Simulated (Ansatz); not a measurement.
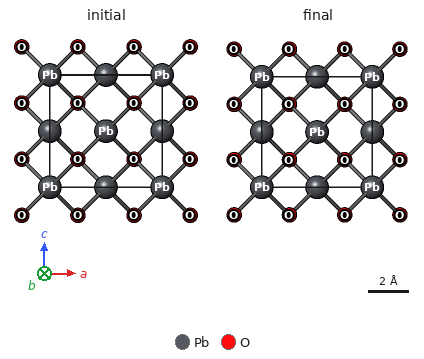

The structure of solid PbO (built on the zincblende type) before (left) and after (right) a relaxation, at one scale.

A ball-and-stick model of the conventional cell (4 times the calculation's cell), seen along the b axis. Lengths and directions refer to the drawn axes.

Computed with DFT, PBEsol, plane waves, PAW (Ansatz). Settings: plane-wave cutoff 420 eV; k-point mesh 8 × 8 × 8; occupations fermi dirac; smearing width 0.02 eV; no spin polarisation; cell and atoms relaxed; force threshold 0.005 eV/Å.

Question: What changed between the two?

Answer: No atom moves by more than 0.005 Å relative to the cell. The drawn cell changes as follows: a = b = c 5.663 → 5.573 Å (−1.6 %); the volume changes by −4.7 %. Some distances before and after: O–Pb 2.452 → 2.413 Å. The space group stays F-43m (No. 216). Over 4 accepted moves (6 points after the start) the energy falls by 10.7 meV per atom. All forces vanish by symmetry, so only the cell relaxes. The pressure goes from −3.06 to −0.01 GPa. The SCF was repeated twice at an unchanged geometry on a basis and grid sized afresh for the cell, which shifted the energy by 1.5 meV per atom at most.
